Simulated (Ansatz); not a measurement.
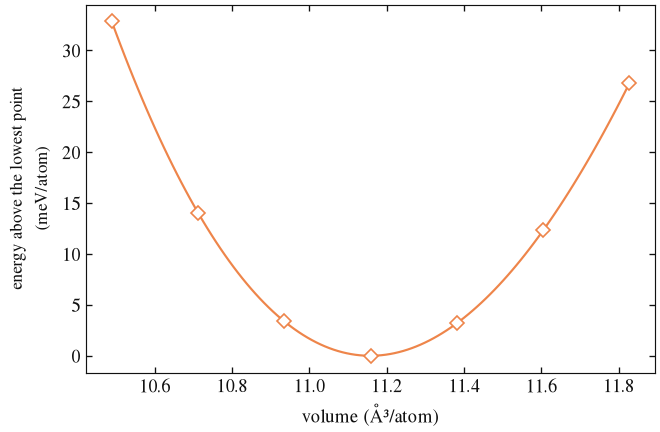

The picture above shows the energy above the lowest point against volume for ZrO₂, space group Fm-3m (No. 225) (one of a set of cubic test structures, which need not be the stable phase).

Computed with Ansatz 0.2.0 development build: equation of state of a cubic crystal from periodic Kohn-Sham density functional theory without spin, third-order Birch-Murnaghan fit to the free energies; pressure corrected for the finite basis. Level: PBE.

structure type fluorite; atoms in cell 3; space group number 225; lattice centring face-centred primitive; k mesh 13×13×13; occupation method Fermi–Dirac; occupation width 0.06123 eV; wave cutoff 420 eV; datasets soft-1 PAW; density tolerance 1e−07 eV; bands 16; density cutoff ratio 4; search for lower states default.

From this curve and the settings, what does the calculation give for the pressure at the same points?

The pressure falls from 16.6 GPa at volume 10.49 Å³/atom to −12.2 GPa at 11.83 Å³/atom, and changes sign near 11.16 Å³/atom.

| volume (Å³/atom) | pressure (GPa) |
| --- | --- |
| 10.49 | 16.6 |
| 10.71 | 10.5 |
| 10.94 | 5.0 |
| 11.16 | 0.0 |
| 11.38 | −4.5 |
| 11.61 | −8.5 |
| 11.83 | −12.2 |

Caveats: cubic model structure, not the ambient form.
